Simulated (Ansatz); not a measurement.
## A series of single points on P

System: P (P6/mmm, 3 atoms in the cell).
Method: DFT, PBEsol, plane waves (420 eV) with PAW, scalar-relativistic, no spin polarisation (Ansatz 0.2.0).

The 5 runs differ only in the geometry, by an even scaling of the cell at fixed fractional positions.

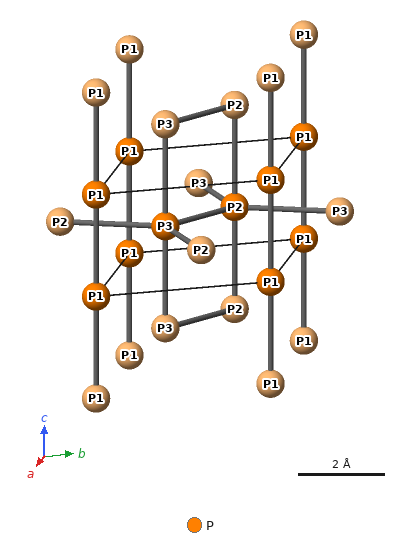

Figure 1. The structure of run 3 (ball-and-stick view of the cell of the calculation, seen slightly off an axis; neighbours outside the cell are drawn fainter; atoms are numbered from 1 in the order of the input).

**Input of run 3**
```yaml
crystal:
  lattice:
    - [4.3273201281, 0.0, 0.0]
    - [-2.1636600641, 3.7475691613, 0.0]
    - [0.0, 0.0, 2.4524140298]
  atoms:
    - { symbol: P, position: [0.0, 0.0, 0.0] }
    - { symbol: P, position: [0.3333333333, 0.6666666667, 0.5] }
    - { symbol: P, position: [0.6666666667, 0.3333333333, 0.5] }
hamiltonian:
  xc: pbesol
  pseudopotentials:
    kind: paw
    azcp:
      P: "pseudopotentials/P.paw.azcp"
basis:
  ecutwfc: 420
  fft_grid_basis: typed
kpoints:
  mp_grid: { grid: [9, 9, 14], shift: [0, 0, 0] }
magnetization:
  spin_polarized: false
scf:
  occupations: { method: fermi_dirac, width: 0.1 }
  lower_state_search: "off"
output:
  stress: true
```

Run 2 differs from it as follows:
```diff
-    - [4.3273201281, 0.0, 0.0]
-    - [-2.1636600641, 3.7475691613, 0.0]
-    - [0.0, 0.0, 2.4524140298]
+    - [4.2663638378, 0.0, 0.0]
+    - [-2.1331819189, 3.6947794653, 0.0]
+    - [0.0, 0.0, 2.4178683855]
```

**Results, with one run withheld**

```csv
run,volume per atom (Å³),"free energy per atom, from the lowest run given (meV)",pressure (GPa)
1,12.152,82.22,17.45
2,12.705,?,?
3,13.257,8.02,4.81
4,13.809,0.00,0.00
5,14.914,26.45,−7.19
```

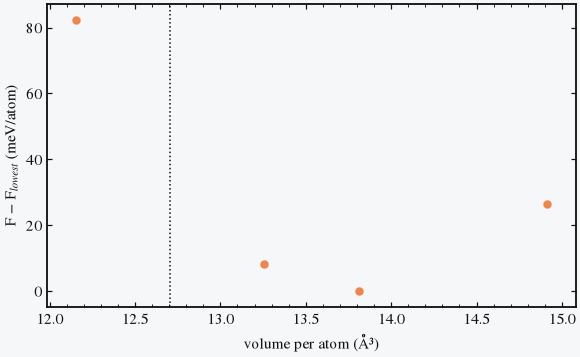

Figure 2. Free energy per atom of the runs given; the dotted line marks run 2.

Estimate the energy of run 2 from the others.

A quadratic polynomial in V^(−2/3) (the Birch–Murnaghan form), fitted to the 4 runs given, misses them by at most 0.11 meV per atom. With x = V^(−2/3) − 0.17663 Å⁻², it reads F = 2.9298 + 1974 x + 3.4547e+05 x² (meV per atom). At run 2 it gives 33.89 meV per atom, and the run itself gives 34.25. The slope of the fit gives a pressure −dF/dV of 10.55 GPa there, and the run prints 10.58 GPa. The fit has its minimum at 13.805 Å³ per atom, where V d²F/dV² gives 108 GPa. Cell shape and fractional positions are held, so this is the stiffness under even scaling; the relaxed bulk modulus wasn't computed.

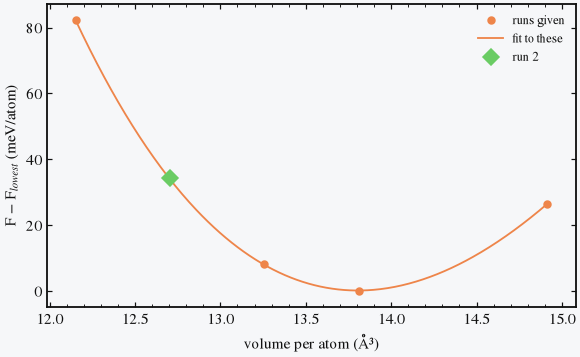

Figure 3. The fit and the withheld run.

**Output, shortened to warnings, some set-up lines, iterations and results (run 2)**
```
Warning: [file] the record states the generating functional pbe (its physics header spells it `PBE`), which answers neither for hamiltonian.xc's functional nor for the pbesol family's — results may be inconsistent (PPs are generated against a specific XC)
Basis set: ecut = 420 eV, 723 PW (Γ)
Symmetry: 24 space group operations
k-points: 96 of 1134
Initial density: superposition of atomic densities (neutral atoms: chi_scale 0, normalization atom), corrected by the library's trained network
[...]
SCF iter   1: F=—  HF=-2218.407499 eV  |F-HF|=—  |Δ(HF+E_count)|=         —  Δρ=4.61e-3  dr2=4.68e-3  ethr=1.77e-3  ⟨swp⟩=5.4  Hψ=16695  notcnv=0  defer=13
SCF iter   2: F=—  HF=-2218.407065 eV  |F-HF|=—  |Δ(HF+E_count)|=   4.34e-4  Δρ=2.78e-3  dr2=1.78e-3  ethr=3.12e-5  ⟨swp⟩=1.4  Hψ=2352  notcnv=0  defer=25
SCF iter   3: F=—  HF=-2218.406966 eV  |F-HF|=—  |Δ(HF+E_count)|=   9.87e-5  Δρ=2.61e-4  dr2=4.34e-5  ethr=1.18e-5  ⟨swp⟩=1.0  Hψ=1353  notcnv=0  defer=25
SCF iter   4: F=—  HF=-2218.406955 eV  |F-HF|=—  |Δ(HF+E_count)|=   1.09e-5  Δρ=9.93e-5  dr2=4.79e-6  ethr=2.90e-7  ⟨swp⟩=1.3  Hψ=1418  notcnv=0  defer=25
SCF iter   5: F=—  HF=-2218.406954 eV  |F-HF|=—  |Δ(HF+E_count)|=   9.80e-7  Δρ=1.69e-5  dr2=1.65e-7  ethr=3.20e-8  ⟨swp⟩=2.7  Hψ=1969  notcnv=0  defer=25
SCF iter   6: F=-2218.406954 eV  HF=-2218.406954 eV  |F-HF|=9.29e-9  |Δ(HF+E_count)|=   4.42e-8  Δρ=4.75e-6  dr2=1.23e-8  ethr=6.67e-10  ⟨swp⟩=3.8  Hψ=3609  notcnv=0
SCF 1 converged in 6 iterations: F = -2218.406954 eV  dr2 = 1.23e-8
SCF converged after 6 iterations
Free energy (F): -2218.406954 eV
Harris-Foulkes:  -2218.406954 eV  (|F-HF|=9.29e-9)
Internal energy: -2218.357394 eV  (E = F + TS)
E sigma→0 (E₀):  -2218.382174 eV
Entropy (-TS):   -0.049560 eV (-16.520 meV/atom)
Fermi energy:    13.291838 eV
--- Per-component energies (eV) ---
  E_band       = 94.096700
  E_kinetic    = 218.906967
  E_local      = -28.693245  (includes V_loc(G=0)·N_el)
  E_nonlocal   = 100.991370
  E_hartree    = 6.722429
  E_xc         = -187.280081
  E_vxc        = -187.849538  (∫ρ·V_xc dr)
  E_paw        = -1662.027175  (= ΣΔE_a)
  E_vpaw       = -22.703593  (= ΣTr[D̂ρ^β])
  E_aug_tail   = 0.000010  (compensation charges beyond the density's cutoff)
  E_ewald      = -667.115958
  E_core_change = 0.138288  (= ΣΔE_core)
  E_smearing   = -0.049560  (= −TS)
  E_closure    = 0.000000  (closes the sum)
  Σ components = -2218.406954   (vs F -2218.406954, Δ=0.00e0)
--- Stress (GPa, compression-positive) ---
        9.411094       0.000000       0.000000
        0.000000       9.411094       0.000000
        0.000000       0.000000      12.914802
  P = ⅓ Tr σ = 10.5790 GPa (105.790 kbar)
```

The program warns: the PAW datasets were made with another functional.
